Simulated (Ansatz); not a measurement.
## Electronic structure of Cd3O in real space

```
Cd O
1.0
     5.33204    0.00000    0.00000
     0.00000    5.33204    0.00000
     0.00000    0.00000    5.33204
Cd O
6 2
Direct
  0.00000 0.50000 0.25000
  0.00000 0.50000 0.75000
  0.25000 0.00000 0.50000
  0.75000 0.00000 0.50000
  0.50000 0.75000 0.00000
  0.50000 0.25000 0.00000
  0.00000 0.00000 0.00000
  0.50000 0.50000 0.50000
```

Space group Pm-3n; started from the A15_223 prototype, which need not be the ambient phase.

Theory: Ansatz, DFT PBE, scalar-relativistic, plane waves, PAW.

Core electrons are frozen (PAW), and the valence fields are smoothed inside the atomic spheres.

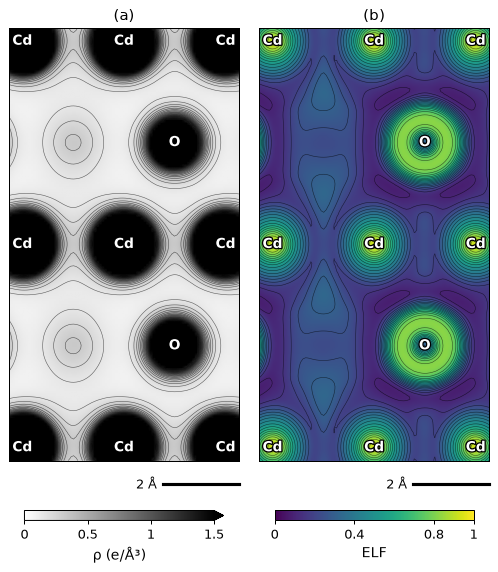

Figure 1. (a) valence charge density (pseudo); (b) electron localisation function on the (100) plane of the conventional cell.

What does the map show?

Answer.
- The section cuts through Cd and O sites.
- Cd–O (2.98 Å): ρ is about 0.12 e/Å³ halfway; the ELF is about 0.10 at the midpoint; no localised pair shows between them.
- Between the atoms the lowest density in this plane is 0.08 e/Å³.
- The features right at Cd lie inside the PAW spheres, where the map follows smoothed inner orbitals and isn't to be read closely.

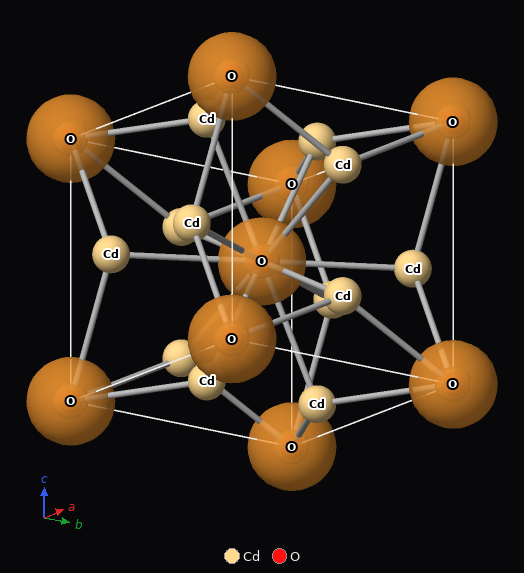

Figure 2. Isosurface of the ELF at 0.7 (orange), seen at an oblique angle. Only the valence region is drawn (cores and ρ < 0.01 e/Å³ removed). Sticks mark near contacts.

Identify the bonds, lone pairs and shells in this picture.

Answer. The surface consists of two regions wrapped around O (the valence shell of each), counted in one cell of 8 atoms. Regions shared between cells count once.

Does the calculation give a band gap?

Answer. It is gapless in this calculation (a metal or semimetal).
